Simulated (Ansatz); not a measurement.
This input was run:

```
crystal:
  lattice:
    - [-1.505, 1.505, 2.48]
    - [1.505, -1.505, 2.48]
    - [1.505, 1.505, -2.48]
  atoms:
    - { symbol: Sb, position: [0.0, 0.0, 0.0] }
kpoints:
  mp_grid: { grid: [19, 19, 19] }
  band_path:
    path:
      - [0.0, 0.0, 0.0]
      - [0.0, 0.0, 0.5]
      - [0.25, 0.25, 0.25]
      - [0.0, 0.5, 0.0]
      - [0.0, 0.0, 0.0]
      - [0.5, 0.5, -0.5]
      - [0.3420681988, 0.6579318012, -0.3420681988]
      - [-0.3420681988, 0.3420681988, 0.3420681988]
      - [0.0, 0.0, 0.0]
    npoints: 14
scf:
  occupations: { method: fermi_dirac, width: 0.05 }
hamiltonian:
  xc: pbe
  pseudopotentials: { kind: paw }
output:
  forces: true
  stress: true
  eigenvalues: true
  efg: { contact_densities: true }
  populations: true
  bader: true
  dos: { projected: true, de: 0.2, e_range: [-14, 8] }
  write_density: true
  write_potential: true
  elf: true
  volumetric_format: npy
```

Run as:
```bash
ansatz run input.yaml --threads 1 --pin off --max-ram 2048MiB --backend cpu --events-out ev --progress --plain --runs-dir out
```

Predict the main features of the band structure. The path is Γ–X–P–N–Γ–M–S–S0–Γ.

A metal: 3 bands cross the Fermi level along this path. Bands cross the Fermi level on every line of the path. At M the nearest levels lie 6.81 eV below and 1.94 eV above the Fermi level.

The cell is at 19 GPa in this functional.

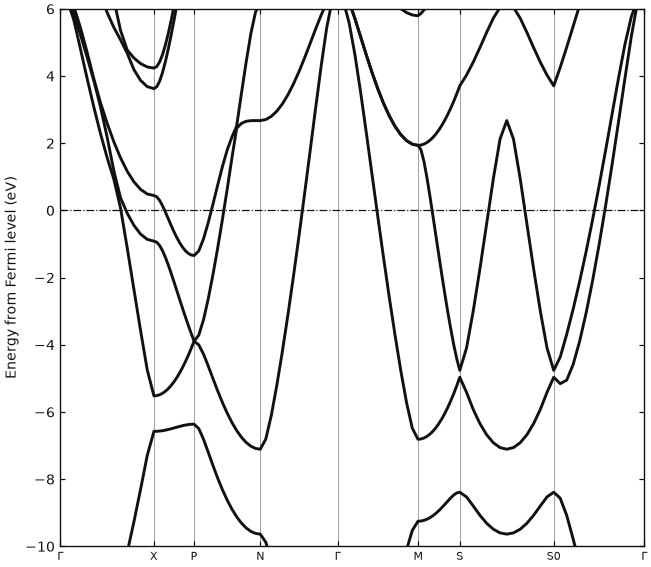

Band structure. Energies are counted from the Fermi level. The path runs straight from each named point to the next.
